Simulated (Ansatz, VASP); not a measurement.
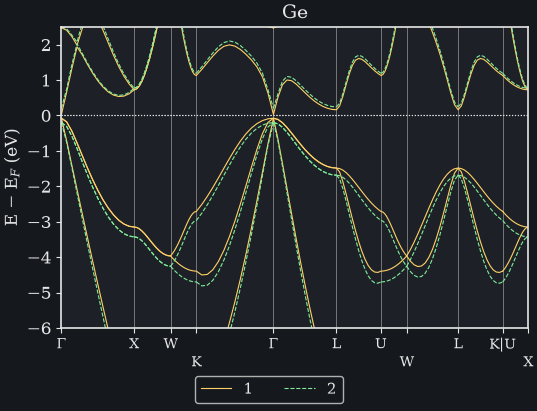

Band structures of diamond-type Ge, space group Fd-3m (No. 227), 2 atoms in the primitive cell (cubic a = 5.658 Å), by two methods on the same cell. Each is counted from its own Fermi level.

**Which curve is which? The methods: revPBE (Ansatz), r2SCAN (VASP).**

1 is revPBE (Ansatz); 2 is r2SCAN (VASP). revPBE (Ansatz) gives a gap of 0.11 eV along the path and r2SCAN (VASP) gives a gap of 0.40 eV along the path.

Settings. revPBE (Ansatz): Ansatz PAW, no spin polarisation, no spin-orbit coupling, 8×8×8 k mesh, 420 eV cutoff, Fermi-Dirac smearing of 0.05 eV (Ansatz). r2SCAN (VASP): VASP PAW PBE potentials, release 64 (Ge_d), no spin polarisation, no spin-orbit coupling, 8×8×8 k mesh, 520 eV cutoff, Fermi-Dirac smearing of 0.05 eV (VASP).

The two runs differ in program as well. The cell is at 5 GPa in revPBE (Ansatz) and 1 GPa in r2SCAN (VASP). Spin-orbit coupling is left out, which matters for Ge. The PAW data sets were made with another functional. Measured Ge has an indirect gap, with the conduction bottom at L. LDA, GGA and most meta-GGA functionals understate gaps.
